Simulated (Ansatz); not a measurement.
# What a change does: single-point calculation on CdSe

System: CdSe (F-43m, 2 atoms in the cell).
Method of run 1: DFT PBE, scalar-relativistic, plane waves, PAW, no spin polarisation (Ansatz 0.2.0).

The structure derives from a Materials Project entry. Text and figures count atoms from 1; the logs count them from 0 in places.

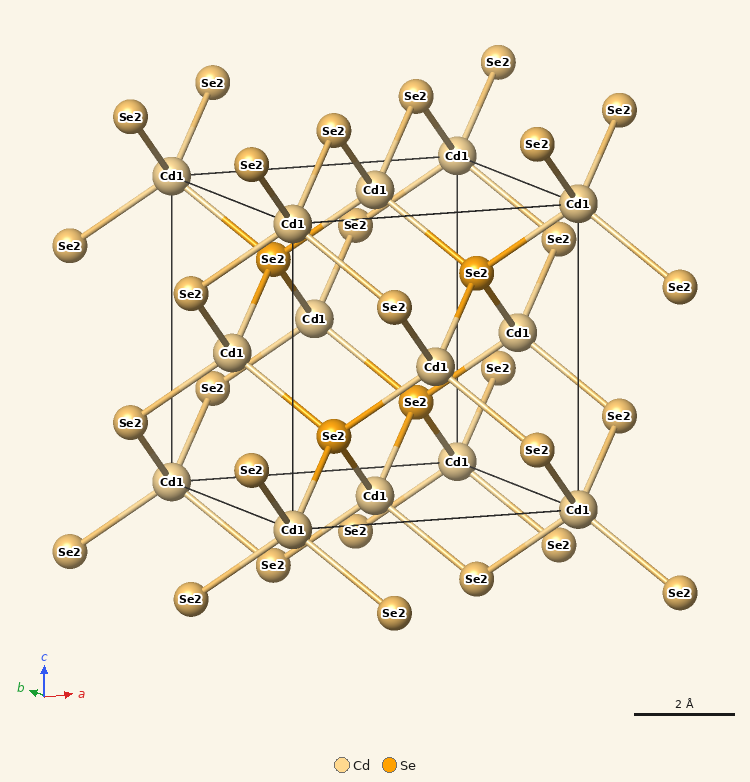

Figure 1. The input geometry (ball-and-stick view of the cell 4 times as large as that of the calculation, set on its symmetry axes, seen slightly off an axis; neighbours outside the cell are drawn fainter; atoms are numbered from 1 in the order of the input). Near neighbours in the crystal (not all of them lie inside the picture): Cd has 4 Se at 2.71 Å; Se has 4 Cd at 2.71 Å.

Input, run 1:
```yaml
crystal:
  lattice:
    - [0.0, 3.12909403, 3.12909403]
    - [3.12909403, 0.0, 3.12909403]
    - [3.12909403, 3.12909403, 0.0]
  atoms:
    - { symbol: Cd, position: [0.0, 0.0, 0.0] }
    - { symbol: Se, position: [0.75, 0.75, 0.75] }
basis:
  ecutwfc: 420
kpoints:
  mp_grid: { grid: [10, 10, 10] }
hamiltonian:
  xc: pbe
scf:
  occupations: { method: gaussian, width: 0.02 }
output:
  forces: true
  stress: true
  eigenvalues: true
```

Hardware: 1 thread of an x86-64 CPU, shared host.

Output, shortened to warnings, some set-up lines, iterations and results (run 1):
```
Basis set: ecut = 420 eV, 1243 PW (Γ), exchange–correlation on 60×60×60 points (8 copies of the dense FFT grid, shifted against one another)
Symmetry: 24 space group operations
k-points: 47 of 1000 (time reversal used)
Initial density: superposition of atomic densities (neutral atoms: chi_scale 0, normalization atom), corrected by the library's trained network
[...]
SCF iter   1: F=—  HF=-13724.789258 eV  |F-HF|=—  |Δ(HF+E_count)|=         —  Δρ=1.23e-3  dr2=1.99e-3  ethr=1.77e-3  ⟨swp⟩=5.9  Hψ=4471  notcnv=0
SCF iter   2: F=—  HF=-13724.789441 eV  |F-HF|=—  |Δ(HF+E_count)|=   1.83e-4  Δρ=4.33e-4  dr2=1.09e-4  ethr=5.53e-6  ⟨swp⟩=2.0  Hψ=2021  notcnv=0
SCF iter   3: F=—  HF=-13724.789481 eV  |F-HF|=—  |Δ(HF+E_count)|=   3.98e-5  Δρ=1.65e-4  dr2=1.78e-5  ethr=3.01e-7  ⟨swp⟩=2.0  Hψ=1729  notcnv=0
SCF iter   4: F=—  HF=-13724.789509 eV  |F-HF|=—  |Δ(HF+E_count)|=   2.85e-5  Δρ=7.42e-5  dr2=3.34e-6  ethr=4.95e-8  ⟨swp⟩=2.0  Hψ=1436  notcnv=0
SCF iter   5: F=—  HF=-13724.789521 eV  |F-HF|=—  |Δ(HF+E_count)|=   1.16e-5  Δρ=1.76e-5  dr2=1.65e-7  ethr=9.26e-9  ⟨swp⟩=2.0  Hψ=1457  notcnv=0
SCF iter   6: F=-13724.789521 eV  HF=-13724.789521 eV  |F-HF|=1.65e-8  |Δ(HF+E_count)|=   4.95e-7  Δρ=2.89e-6  dr2=4.03e-9  ethr=2.78e-10  ⟨swp⟩=5.6  Hψ=4490  notcnv=0
SCF 1 converged in 6 iterations: F = -13724.789521 eV  dr2 = 4.03e-9
SCF converged after 6 iterations
Free energy (F): -13724.789521 eV
Harris-Foulkes:  -13724.789521 eV  (|F-HF|=1.65e-8)
Internal energy: -13724.789521 eV  (E = F + TS)
E sigma→0 (E₀):  -13724.789521 eV
Fermi energy:    6.519209 eV
--- Per-component energies (eV) ---
  E_band       = -925.645527
  E_kinetic    = 622.155847
  E_local      = -6572.947672  (includes V_loc(G=0)·N_el)
  E_nonlocal   = -562.044141
  E_hartree    = 3113.952726
  E_xc         = -280.168031
  E_vxc        = -318.725333  (∫ρ·V_xc dr)
  E_paw        = -5995.057587  (= ΣΔE_a)
  E_vpaw       = -321.987149  (= ΣTr[D̂ρ^β])
  E_aug_tail   = -0.000637  (compensation charges beyond the density's cutoff)
  E_ewald      = -4050.680027
  E_smearing   = -0.000000  (= −TS)
  E_closure    = 0.000000  (closes the sum)
  Σ components = -13724.789521   (vs F -13724.789521, Δ=0.00e0)
--- Forces (eV/Å), atoms counted from 1 ---
  atom   1  Cd    -0.00000000     0.00000000     0.00000000
  atom   2  Se     0.00000000    -0.00000000     0.00000000
  max |Σ_I F_I| component: 9.71e-17 eV/Å
--- Stress (GPa, compression-positive) ---
       -1.251197       0.000000      -0.000000
        0.000000      -1.251197       0.000000
       -0.000000       0.000000      -1.251197
  P = ⅓ Tr σ = -1.2512 GPa (-12.512 kbar)
```

For run 2 the input was changed thus:
```diff
-    - [0.0, 3.12909403, 3.12909403]
-    - [3.12909403, 0.0, 3.12909403]
-    - [3.12909403, 3.12909403, 0.0]
+    - [0.0, 3.0671154042, 3.0671154042]
+    - [3.0671154042, 0.0, 3.0671154042]
+    - [3.0671154042, 3.0671154042, 0.0]
```

What does this change do to the results?

With the same functional and potentials, run 2 lies 0.22 meV per atom higher. The gap on the mesh goes from 0.43 to 0.56 eV. The pressure goes from −1.25 to 1.44 GPa. The volume per atom goes from 30.64 to 28.85 Å³. The cell is scaled evenly with the atoms at fixed fractional positions, so −ΔP/Δ ln V estimates the bulk modulus midway between the two volumes: about 45 GPa. The number of SCF iterations is the same. The plane waves at Γ go from 1243 to 1139.

Output, shortened to warnings, some set-up lines, iterations and results (run 2):
```
Basis set: ecut = 420 eV, 1139 PW (Γ), exchange–correlation on 60×60×60 points (8 copies of the dense FFT grid, shifted against one another)
Symmetry: 24 space group operations
k-points: 47 of 1000 (time reversal used)
Initial density: superposition of atomic densities (neutral atoms: chi_scale 0, normalization atom), corrected by the library's trained network
[...]
SCF iter   1: F=—  HF=-13724.788597 eV  |F-HF|=—  |Δ(HF+E_count)|=         —  Δρ=1.06e-3  dr2=1.38e-3  ethr=1.77e-3  ⟨swp⟩=5.9  Hψ=4473  notcnv=0
SCF iter   2: F=—  HF=-13724.789007 eV  |F-HF|=—  |Δ(HF+E_count)|=   4.10e-4  Δρ=3.97e-4  dr2=7.69e-5  ethr=3.83e-6  ⟨swp⟩=2.0  Hψ=2021  notcnv=0
SCF iter   3: F=—  HF=-13724.789051 eV  |F-HF|=—  |Δ(HF+E_count)|=   4.43e-5  Δρ=1.63e-4  dr2=1.52e-5  ethr=2.14e-7  ⟨swp⟩=2.0  Hψ=1792  notcnv=0
SCF iter   4: F=—  HF=-13724.789076 eV  |F-HF|=—  |Δ(HF+E_count)|=   2.46e-5  Δρ=7.57e-5  dr2=3.81e-6  ethr=4.23e-8  ⟨swp⟩=2.0  Hψ=1425  notcnv=0
SCF iter   5: F=—  HF=-13724.789085 eV  |F-HF|=—  |Δ(HF+E_count)|=   8.55e-6  Δρ=2.02e-5  dr2=2.29e-7  ethr=1.06e-8  ⟨swp⟩=2.0  Hψ=1457  notcnv=0
SCF iter   6: F=-13724.789085 eV  HF=-13724.789085 eV  |F-HF|=1.60e-8  |Δ(HF+E_count)|=   5.79e-7  Δρ=3.59e-6  dr2=6.85e-9  ethr=2.78e-10  ⟨swp⟩=5.3  Hψ=4331  notcnv=0
SCF 1 converged in 6 iterations: F = -13724.789085 eV  dr2 = 6.85e-9
SCF converged after 6 iterations
Free energy (F): -13724.789085 eV
Harris-Foulkes:  -13724.789085 eV  (|F-HF|=1.60e-8)
Internal energy: -13724.789085 eV  (E = F + TS)
E sigma→0 (E₀):  -13724.789085 eV
Fermi energy:    7.392365 eV
--- Per-component energies (eV) ---
  E_band       = -900.912263
  E_kinetic    = 623.434530
  E_local      = -6434.593060  (includes V_loc(G=0)·N_el)
  E_nonlocal   = -562.262310
  E_hartree    = 3056.778833
  E_xc         = -280.883418
  E_vxc        = -319.707232  (∫ρ·V_xc dr)
  E_paw        = -5994.729052  (= ΣΔE_a)
  E_vpaw       = -321.339371  (= ΣTr[D̂ρ^β])
  E_aug_tail   = -0.000609  (compensation charges beyond the density's cutoff)
  E_ewald      = -4132.534000
  E_smearing   = -0.000000  (= −TS)
  E_closure    = 0.000000  (closes the sum)
  Σ components = -13724.789085   (vs F -13724.789085, Δ=0.00e0)
--- Forces (eV/Å), atoms counted from 1 ---
  atom   1  Cd    -0.00000000     0.00000000    -0.00000000
  atom   2  Se     0.00000000     0.00000000    -0.00000000
  max |Σ_I F_I| component: 7.40e-17 eV/Å
--- Stress (GPa, compression-positive) ---
        1.442766       0.000000      -0.000000
       -0.000000       1.442766       0.000000
        0.000000       0.000000       1.442766
  P = ⅓ Tr σ = 1.4428 GPa (14.428 kbar)
```

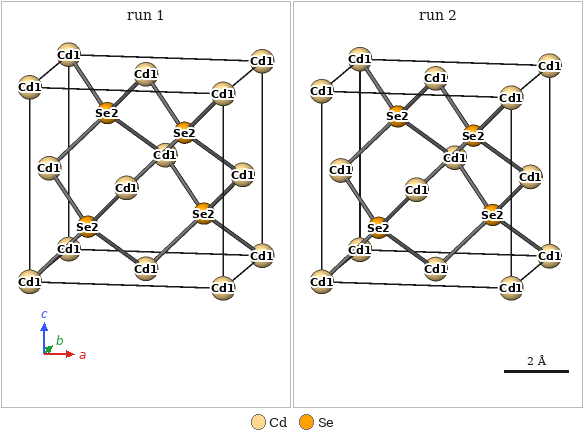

Figure 2. The two input geometries at one scale (ball-and-stick view of the cell 4 times as large as that of the calculation, set on its symmetry axes, seen slightly off an axis). The atoms keep their places relative to the cell (all moves are under 0.005 Å). The volume changes by −5.8 %, with a = b = c 6.258 → 6.134 Å (−2.0 %). Among the contacts that change: Cd1–Se2 2.710 → 2.656 Å.

The two runs side by side:

| quantity | run 1 | run 2 |
| --- | --- | --- |
| outcome | converged | converged |
| free energy per atom (eV) | −6862.3948 | −6862.3945 |
| gap on the mesh (eV) | 0.43 | 0.56 |
| pressure (GPa) | −1.25 | 1.44 |
| volume per atom (Å³) | 30.64 | 28.85 |
| largest force (eV/Å) | 0.000 | 0.000 |
| SCF iterations | 6 | 6 |
| irreducible k-points | 47 | 47 |
| plane waves at Γ | 1243 | 1139 |
| wall time (shared host) | 5.5 s | 4.5 s |
